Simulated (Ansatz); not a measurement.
System: SiNi3.

Space group Pm-3m; the calculation finds a residual pressure of about −14 GPa at this fixed cell; spin-polarised. So large a residual pressure suggests that the database cell is idealised or belongs to other conditions.

```xyz
4
Lattice="3.5420 0.0000 0.0000 0.0000 3.5420 0.0000 0.0000 0.0000 3.5420" Properties=species:S:1:pos:R:3 pbc="T T T"
Si    0.0000    0.0000    0.0000
Ni    0.0000    1.7710    1.7710
Ni    1.7710    0.0000    1.7710
Ni    1.7710    1.7710    0.0000
```

These are results of DFT PBEsol, scalar-relativistic, plane waves, PAW (Ansatz 0.2.0), not measurements.

### How does the converged density differ from a superposition of free atoms?

Ni–Ni (2.50 Å): Δρ is +0.013 e/Å³ at the midpoint.
- Ni–Si (2.50 Å): Δρ is +0.014 e/Å³ at the midpoint, so little or no bond charge builds up halfway.
- Over the whole cell, outside the masked cores, the largest gain, 0.02 e/Å³, lies 1.5 Å from a silicon nucleus and 1.5 Å from a nickel one, and the largest loss lies at the edge of the masked core of Si.
- In all about 0.09 e an atom is rearranged against the free atoms.
- Bader charges: Si +0.44 and Ni −0.15 e. Among metals such charges hang on how the charge between the atoms is shared out.

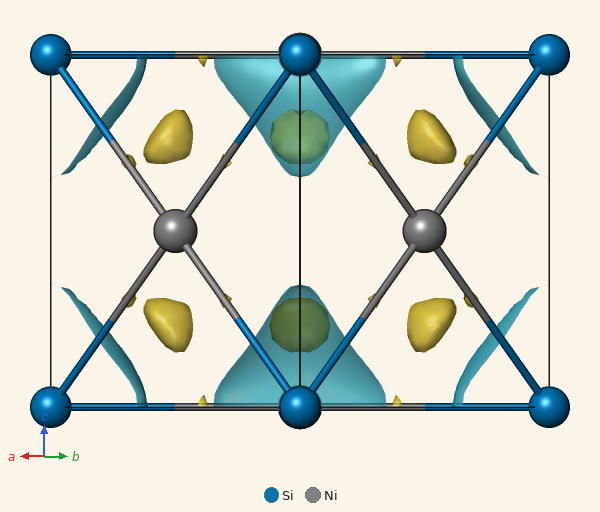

Computed deformation density: yellow surfaces at +0.02 and cyan ones at −0.02 e/Å³, in the conventional cell seen along [110] (the regions close to the nuclei are left out).

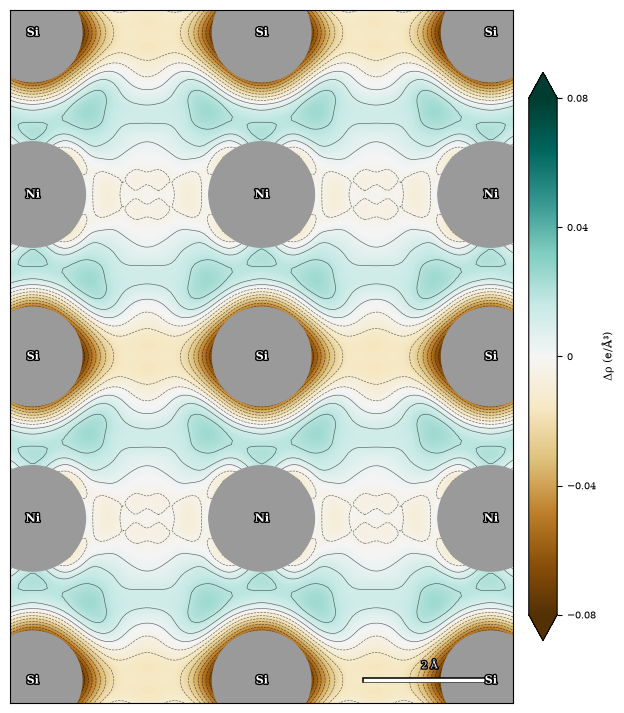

Computed deformation density: a map on the (101) plane of the conventional cell, with grey discs over the atomic cores.

Cores are masked to 0.8 Å (Si) and 0.8 Å (Ni).

In a PAW calculation such maps are meaningful between the atoms, not at the nuclei.
